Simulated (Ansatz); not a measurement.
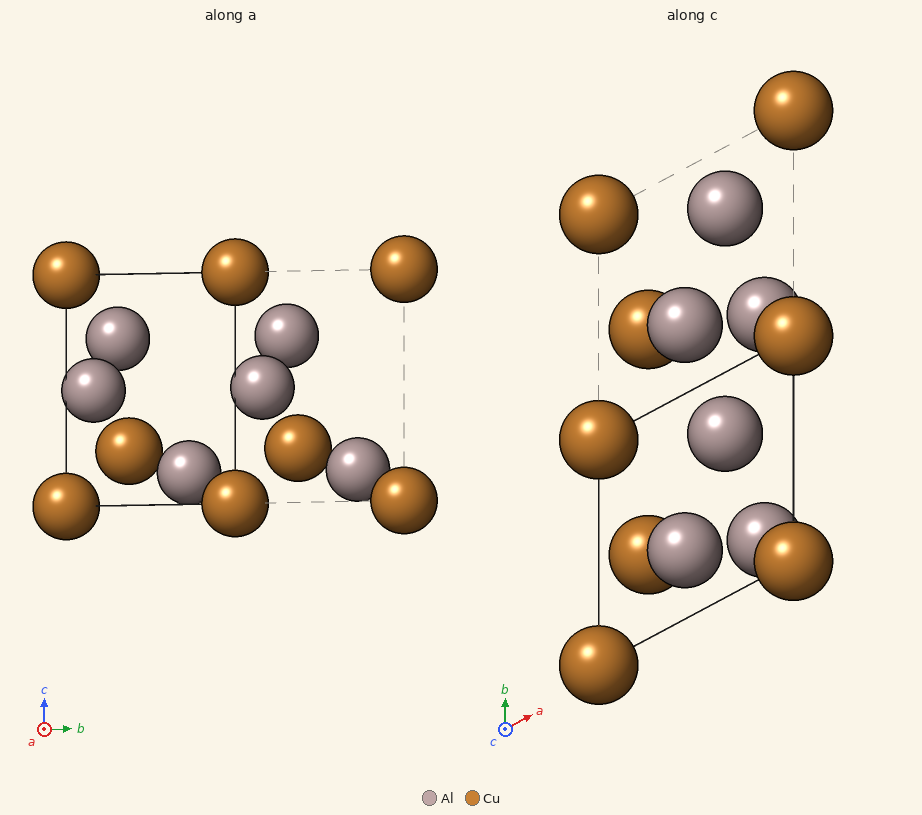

Drawn in the spheres-only manner and seen along the a axis and along the c axis. The unit cell (solid box) is repeated to 1×2×1 cells.

Al3Cu2, a = 4.13 Å, b = 4.21 Å, c = 5.09 Å, α = 88.93°, β = 89.64°, γ = 61.92°.

Theory: Ansatz 0.2.0, DFT PBEsol, scalar-relativistic, plane waves, PAW. Numerical settings: 420 eV cutoff, k-points about 0.15 Å⁻¹ apart, Gaussian smearing of 0.15 eV, no spin polarisation.

Does it come out as a metal, or with a gap?

A metal: bands cross the Fermi level.

Give the pressure and its sign.

The computed pressure is 10.2 GPa (compressed: it would expand). The stress isn't hydrostatic: its largest component is 25.5 GPa.

Origin of the cell: a structure listed in the Materials Project. The cell was then strained or its atoms displaced on purpose. An electronic-structure calculation with Ansatz was run on it.

At this level of theory the run's own cell isn't at rest (compressed, at 10 GPa and forces up to 12.7 eV/Å), so its distances can differ from those at equilibrium, the more so the softer the solid.
